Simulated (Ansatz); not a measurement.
# Geometry relaxation, with input and output: AlNi (part 2 of 2)

AlNi (Cmmm, 2 atoms in the cell); DFT PBEsol, scalar-relativistic, plane waves, PAW, no spin polarisation (Ansatz 0.2.0); cutoff 420 eV, 16×16×14 k-mesh, Gaussian smearing of 0.1 eV. The structure derives from a Materials Project entry.

Geometry of the input (Å; fractional positions):
```
1.9387  -1.9532  0.0000
1.9387  1.9532  0.0000
0.0000  0.0000  3.0994
Al 0.0000  0.0000  0.0000
Ni 0.5000  0.5000  0.5000
```

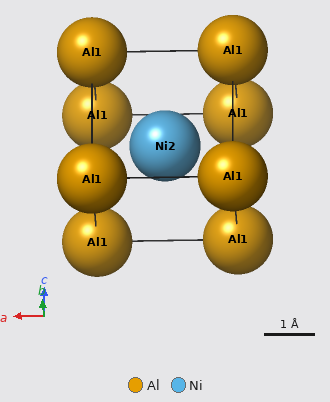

The geometry at step 4 of the log (spheres-only view of the cell of the calculation, seen at an oblique angle; atoms are numbered from 1 in the order of the input).

**Output, continued**
```
SCF iter   1: F=—  HF=-6330.865922 eV  |F-HF|=—  |Δ(HF+E_count)|=         —  Δρ=8.26e-5  dr2=5.04e-7  ethr=2.80e-9  ⟨swp⟩=2.9  Hψ=52131  notcnv=0
preconditioner: auto → none  [metal: Δε(μ)=0.015 eV  Ē_g=9.802 eV  σ=0.100 eV  W_gap=0.09  n_scr=6 (ndim 8)  ℏωp=27.6 eV  f_vac=0.000  D(μ)=0.73/eV (n_scr^D=6)]
SCF iter   2: F=—  HF=-6330.865919 eV  |F-HF|=—  |Δ(HF+E_count)|=   2.84e-6  Δρ=3.49e-5  dr2=6.42e-8  ethr=2.40e-9  ⟨swp⟩=2.2  Hψ=10669  notcnv=0
iter 3 did not close the SCF: its close was put off for the readings that it lacked (scf_convergence_deferred on its scf_iter line)
SCF iter   3: F=-6330.865919 eV  HF=-6330.865919 eV  |F-HF|=4.76e-9  |Δ(HF+E_count)|=   2.49e-8  Δρ=6.37e-6  dr2=3.73e-9  ethr=3.06e-10  ⟨swp⟩=1.4  Hψ=11018  notcnv=0
iter 4 did not close the SCF: its close was put off for the readings that it lacked (scf_convergence_deferred on its scf_iter line)
SCF iter   4: F=-6330.865919 eV  HF=-6330.865919 eV  |F-HF|=1.74e-10  |Δ(HF+E_count)|=   1.19e-9  Δρ=1.13e-6  dr2=2.48e-10  ethr=1.78e-11  ⟨swp⟩=2.5  Hψ=13421  notcnv=0
iter 5 did not close the SCF: its close was put off for the readings that it lacked (scf_convergence_deferred on its scf_iter line)
SCF iter   5: F=-6330.865919 eV  HF=-6330.865919 eV  |F-HF|=3.64e-12  |Δ(HF+E_count)|=  2.82e-11  Δρ=1.66e-7  dr2=5.32e-12  ethr=1.18e-12  ⟨swp⟩=1.1  Hψ=9099  notcnv=0
SCF iter   6: F=-6330.865919 eV  HF=-6330.865919 eV  |F-HF|=9.09e-13  |Δ(HF+E_count)|=  2.73e-12  Δρ=6.39e-8  dr2=1.15e-12  ethr=1.00e-12  ⟨swp⟩=4.0  Hψ=34394  notcnv=0
SCF 7 converged in 6 iterations: F = -6330.865919 eV  dr2 = 1.15e-12
relax step   7: F+E_penalty+E_count = -6330.86591943 eV  Δ(F+E_penalty+E_count) = -2.195e-6 eV  max|allowed force component| = 1.242e-29 eV/Å  Δτ_max = 0.0000 Å  P = -0.004 GPa  Ω = 23.448 Å³  energy of the carried Pulay correction = -3.363e-6 eV  (6 SCF iters, accepted)
iter 1 solved again at ethr=5.08e-9 eV; its pass at ethr=3.10e-3 eV (dr2=1.07e-6 eV) is discarded
SCF iter   1: F=—  HF=-6330.865925 eV  |F-HF|=—  |Δ(HF+E_count)|=         —  Δρ=4.78e-6  dr2=4.79e-9  ethr=5.08e-9  ⟨swp⟩=3.0  Hψ=66924  notcnv=0
SCF iter   2: F=—  HF=-6330.865922 eV  |F-HF|=—  |Δ(HF+E_count)|=   2.72e-6  Δρ=2.77e-6  dr2=1.67e-9  ethr=2.28e-11  ⟨swp⟩=2.0  Hψ=14770  notcnv=0
SCF iter   3: F=—  HF=-6330.865922 eV  |F-HF|=—  |Δ(HF+E_count)|=  1.31e-10  Δρ=1.63e-6  dr2=6.09e-10  ethr=7.96e-12  ⟨swp⟩=1.0  Hψ=8760  notcnv=0
SCF iter   4: F=—  HF=-6330.865922 eV  |F-HF|=—  |Δ(HF+E_count)|=  4.37e-11  Δρ=2.10e-6  dr2=9.11e-10  ethr=2.90e-12  ⟨swp⟩=2.0  Hψ=12427  notcnv=0
SCF iter   5: F=—  HF=-6330.865922 eV  |F-HF|=—  |Δ(HF+E_count)|=  6.18e-11  Δρ=1.36e-6  dr2=4.00e-10  ethr=2.90e-12  ⟨swp⟩=1.0  Hψ=8760  notcnv=0
SCF iter   6: F=—  HF=-6330.865922 eV  |F-HF|=—  |Δ(HF+E_count)|=  4.91e-11  Δρ=3.90e-7  dr2=3.41e-11  ethr=1.91e-12  ⟨swp⟩=1.0  Hψ=8766  notcnv=0
SCF iter   7: F=-6330.865922 eV  HF=-6330.865922 eV  |F-HF|=3.64e-12  |Δ(HF+E_count)|=  1.82e-12  Δρ=1.05e-7  dr2=2.42e-12  ethr=1.00e-12  ⟨swp⟩=4.1  Hψ=29565  notcnv=0
SCF 8 converged in 7 iterations: F = -6330.865922 eV  dr2 = 2.42e-12
relax step   8: F+E_penalty+E_count = -6330.86592235 eV  Δ(F+E_penalty+E_count) = -2.922e-6 eV  max|allowed force component| = 1.282e-29 eV/Å  Δτ_max = 0.0000 Å  P = -0.004 GPa  Ω = 23.448 Å³  stress off target by 5.28e-3 GPa  SCF on the basis re-selected at this cell (its energy is not comparable with the rows above)  (7 SCF iters)
```

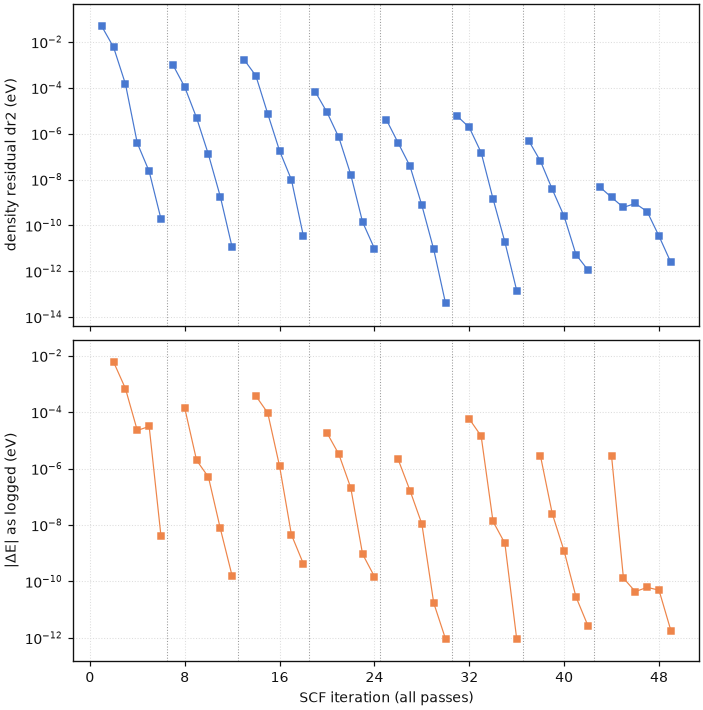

Convergence of the self-consistent field: density residual dr2 and size of the energy change against the SCF iteration. The dotted lines part the SCF passes of the relaxation: geometry steps, rejected trials and re-solves on a re-selected basis. The 8 passes take 6 to 7 iterations each, 49 in all.

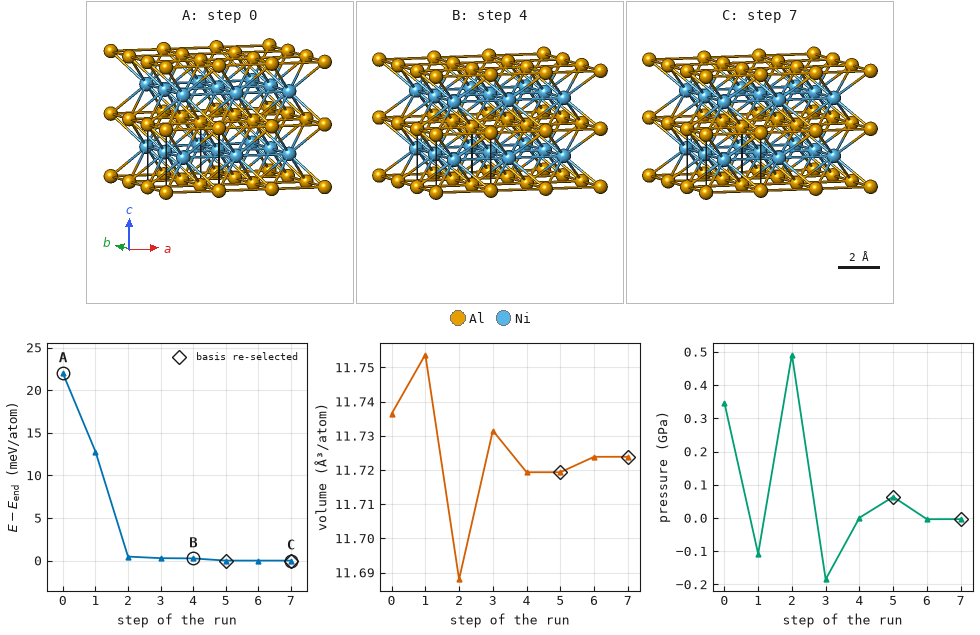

Frames of the relaxation (ball-and-stick view of the cell of the calculation, repeated 3 × 3 × 2, seen at an oblique angle) above the curves, on which the letters mark them (the first geometry is step 0 here and step 1 in the log).

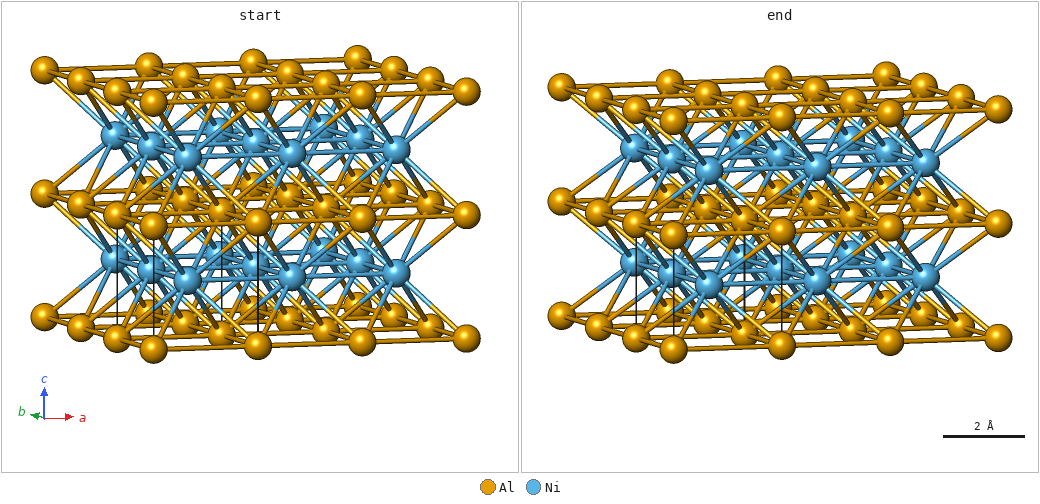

Before (left) and after (right) the relaxation, at one scale (ball-and-stick view of the cell of the calculation, repeated 3 × 3 × 2, seen at an oblique angle). The atoms keep their places relative to the cell (all moves are under 0.005 Å). The volume changes by −0.1 %, with a = b 2.752 → 2.859 Å (+3.9 %), c 3.099 → 2.869 Å (−7.4 %), γ 90.4° → 90.0°. Among the contacts that change: Al1–Al1 2.752 → 2.859 Å, Ni2–Ni2 2.752 → 2.859 Å, Al1–Ni2 2.493 → 2.479 Å. The space group (tolerance 0.01 Å) goes from Cmmm (No. 65) to P4/mmm (No. 123). The energy falls by 22.0 meV per atom in 5 geometry steps. All forces vanish by symmetry, so only the cell relaxes. Pressure: 0.35 GPa at the start and 0.00 GPa at the end. 1 further SCF at an unchanged geometry re-selected the plane-wave basis for the new cell. The energy change given includes the shifts at the re-selections in mid-walk, which come without any move. A last SCF at the same geometry on a re-selected plane-wave basis shifts the energy by next to nothing (0.0 meV per atom). (Atoms are counted from 1 in the order of the input.)

```
basis re-selected at this cell: Δ(F+E_penalty+E_count) = -2.922e-6 eV, ΔP = +0.000 GPa vs the last step (what re-selecting the basis moved, of the pressure what is left beyond the Pulay correction that the steps carried, after the strain that the cell walked since its last selection, with what the two solves' SCF thresholds leave and, on support functions, any second-order correction that the steps lacked; it is no measure of the basis error at this ecutwfc). This SCF's stress stands 5.28e-3 GPa from its target on what of the cell is left free (relax.cell.stress_tol is 5.00e-2 GPa) and its largest allowed force component is 1.28e-29 eV/Å (relax.f_tol is 5.00e-3 eV/Å): within both
SCF converged after 7 iterations
Free energy (F): -6330.865922 eV
Harris-Foulkes:  -6330.865922 eV  (|F-HF|=3.64e-12)
Internal energy: -6330.862294 eV  (E = F + TS)
E sigma→0 (E₀):  -6330.864108 eV
Entropy (-TS):   -0.003628 eV (-1.814 meV/atom)
Fermi energy:    14.179552 eV
--- Per-component energies (eV) ---
  E_band       = -331.548514
  E_kinetic    = 312.147467
  E_local      = -4418.960282  (includes V_loc(G=0)·N_el)
  E_nonlocal   = 648.695609
  E_hartree    = 1900.279170
  E_xc         = -125.914963
  E_vxc        = -141.151636  (∫ρ·V_xc dr)
  E_paw        = -2052.790533  (= ΣΔE_a)
  E_vpaw       = -532.838531  (= ΣTr[D̂ρ^β])
  E_aug_tail   = 0.000390  (compensation charges beyond the density's cutoff)
  E_ewald      = -2594.535580
  E_core_change = 0.216428  (= ΣΔE_core)
  E_smearing   = -0.003628  (= −TS)
  E_closure    = 0.000000  (closes the sum)
  Σ components = -6330.865922   (vs F -6330.865922, Δ=0.00e0)
--- Forces (eV/Å), atoms counted from 1 ---
  atom   1  Al    -0.00000000    -0.00000000     0.00000000
  atom   2  Ni     0.00000000    -0.00000000     0.00000000
  max |Σ_I F_I| component: 2.48e-29 eV/Å
--- Stress (GPa, compression-positive) ---
       -0.001325      -0.000000      -0.000000
       -0.000000      -0.004092       0.000000
       -0.000000       0.000000      -0.005283
  P = ⅓ Tr σ = -0.0036 GPa (-0.036 kbar)
--- Band table (eV; the first three rows and the last of 584) ---
  k-point 0: bands = ["-88.8517", "-49.4004", "-49.4004", "-49.3986", "2.8889", "10.8510", "10.8523", "12.6162", "12.6163", "12.6254", "19.6526", "19.7892", "19.7893", "22.3533", "22.3838"]
  k-point 1: bands = ["-88.8517", "-49.4003", "-49.4003", "-49.3998", "2.9837", "10.8432", "10.8749", "12.5744", "12.5744", "12.6299", "18.6853", "19.9145", "19.9145", "22.3865", "23.2371"]
  k-point 2: bands = ["-88.8514", "-49.4032", "-49.4000", "-49.4000", "3.2670", "10.7951", "10.9392", "12.4616", "12.4616", "12.6424", "17.0927", "20.2783", "20.2784", "22.3947", "24.5330"]
  k-point 583: bands = ["-88.8470", "-49.4215", "-49.4215", "-49.4185", "9.9844", "9.9864", "9.9864", "13.1930", "13.2003", "16.1156", "16.1224", "16.1225", "18.0707", "18.7453", "18.7454"]
--- Relaxed structure (6 steps of the walk, 6 accepted, 2 SCFs on fresh bases) ---
  F+E_penalty+E_count = -6330.86592235 eV   max|allowed force component| = 1.282e-29 eV/Å   (the final SCF, on the basis selected at the relaxed cell)
  cell:  # Å, volume = 23.4477 Å³
    - [2.0213280870965105, -2.0213497883164098, 1.370716057769662e-33]
    - [2.0213280870965105, 2.0213497883164098, 9.765755630984157e-34]
    - [1.876331738121202e-33, -3.1272195635353363e-34, 2.869408810917949]
  atoms:
    - { symbol: Al, position: [3.98380149938992e-35, 9.549553382996602e-35, 0.0] }
    - { symbol: Ni, position: [0.5, 0.5, 0.5000000000000001] }
```

**Trajectory as extended XYZ (Å, eV, eV/Å), 8 frames, from step=1 to step=8**
```
2
Lattice="1.9387 -1.9532 0.0000 1.9387 1.9532 0.0000 0.0000 0.0000 3.0994" Properties=species:S:1:pos:R:3:forces:R:3 step=1 energy=-6330.82197 pressure_GPa=0.35
Al    0.0000    0.0000    0.0000    0.0000   0.0000   0.0000
Ni    1.9387    0.0000    1.5497    0.0000   0.0000   0.0000
2
Lattice="1.9634 -1.9715 0.0000 1.9634 1.9715 0.0000 0.0000 0.0000 3.0365" Properties=species:S:1:pos:R:3:forces:R:3 step=2 energy=-6330.84032 pressure_GPa=-0.11
Al    0.0000    0.0000    0.0000    0.0000   0.0000   0.0000
Ni    1.9634    0.0000    1.5183    0.0000   0.0000   0.0000
2
Lattice="2.0140 -2.0114 0.0000 2.0140 2.0114 0.0000 0.0000 0.0000 2.8853" Properties=species:S:1:pos:R:3:forces:R:3 step=3 energy=-6330.86498 pressure_GPa=0.49
Al    0.0000    0.0000    0.0000    0.0000   0.0000   0.0000
Ni    2.0140    0.0000    1.4426    0.0000   0.0000   0.0000
2
Lattice="2.0227 -2.0228 0.0000 2.0227 2.0228 0.0000 0.0000 0.0000 2.8673" Properties=species:S:1:pos:R:3:forces:R:3 step=4 energy=-6330.86535 pressure_GPa=-0.18
Al    0.0000    0.0000    0.0000    0.0000   0.0000   0.0000
Ni    2.0227    0.0000    1.4336    0.0000   0.0000   0.0000
2
Lattice="2.0204 -2.0205 0.0000 2.0204 2.0205 0.0000 0.0000 0.0000 2.8708" Properties=species:S:1:pos:R:3:forces:R:3 step=5 energy=-6330.86540 pressure_GPa=0.00
Al    0.0000    0.0000    0.0000    0.0000   0.0000   0.0000
Ni    2.0204    0.0000    1.4354    0.0000   0.0000   0.0000
2
Lattice="2.0204 -2.0205 0.0000 2.0204 2.0205 0.0000 0.0000 0.0000 2.8708" Properties=species:S:1:pos:R:3:forces:R:3 step=6 energy=-6330.86592 pressure_GPa=0.06
Al    0.0000    0.0000    0.0000    0.0000   0.0000   0.0000
Ni    2.0204    0.0000    1.4354    0.0000   0.0000   0.0000
2
Lattice="2.0213 -2.0213 0.0000 2.0213 2.0213 0.0000 0.0000 0.0000 2.8694" Properties=species:S:1:pos:R:3:forces:R:3 step=7 energy=-6330.86592 pressure_GPa=-0.00
Al    0.0000    0.0000    0.0000    0.0000   0.0000   0.0000
Ni    2.0213    0.0000    1.4347    0.0000   0.0000   0.0000
2
Lattice="2.0213 -2.0213 0.0000 2.0213 2.0213 0.0000 0.0000 0.0000 2.8694" Properties=species:S:1:pos:R:3:forces:R:3 step=8 energy=-6330.86592 pressure_GPa=-0.00
Al    0.0000    0.0000    0.0000    0.0000   0.0000   0.0000
Ni    2.0213    0.0000    1.4347    0.0000   0.0000   0.0000
```

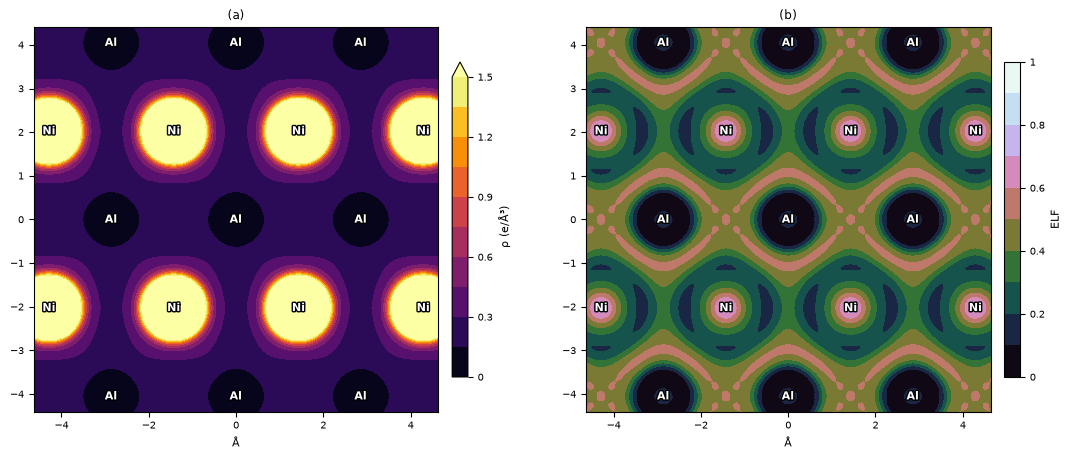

(a) valence charge density (pseudo); (b) electron localisation function on the (101̄) plane of the conventional cell. Atoms in the plane: Al and Ni. Al–Ni (2.48 Å): the density is about 0.31 e/Å³ at the midpoint; the ELF is about 0.40 at the midpoint, which marks nearly free electrons, as in a simple metal. Away from the nuclei the density in this plane falls to 0.22 e/Å³ at its lowest. The strong features right at Ni lie inside the PAW spheres (semicore, d or f shells) and say nothing about bonding. Core electrons are frozen (PAW), so the fields are smoothed inside the atomic spheres.

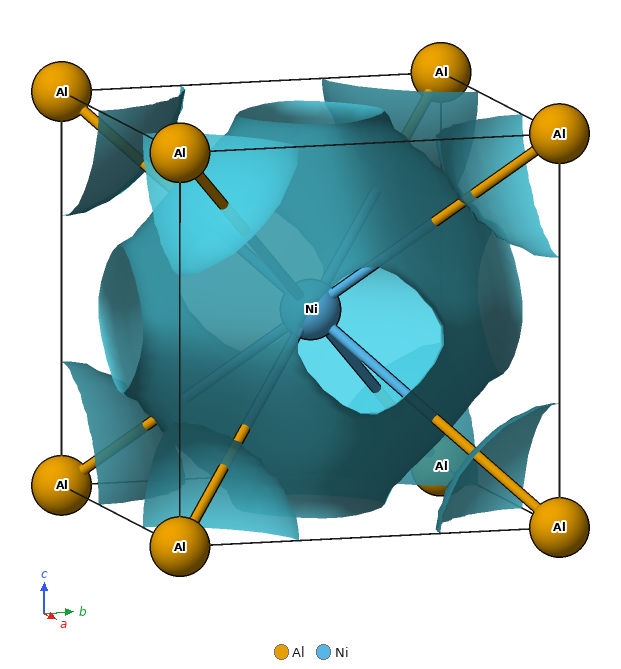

Isosurface of the electron localisation function at 0.4 (cyan), seen slightly off an axis. Core shells and regions of very low density are left out. Sticks mark near contacts. The outline is the cell set on symmetry axes. Values along the shortest contacts: Al–Ni (2.48 Å): the ELF is about 0.40 at the midpoint, which marks metallic bonding.

**Summary**

```csv
quantity,value
outcome,converged
space group (tolerance 0.01 Å),Cmmm (65) → P4/mmm (123)
electrons treated,21
free energy,−6330.8659 eV
Fermi energy,14.180 eV
gap on the k-point mesh,none (metallic)
pressure,0.00 GPa
final volume,23.45 Å³
largest force (length of the vector) at the end,under 0.001 eV/Å
final cell,"a = 2.859 Å, b = 2.859 Å, c = 2.869 Å, α = 90.00°, β = 90.00°, γ = 90.00°"
hardware,"2 threads of Arm Neoverse V2, 24 GiB of memory available, shared host"
wall time,42 s (CPU time 83 s)
peak memory,0.49 GiB
```

**Remarks**

The run has no spin polarisation, so a magnetic state may lie lower.
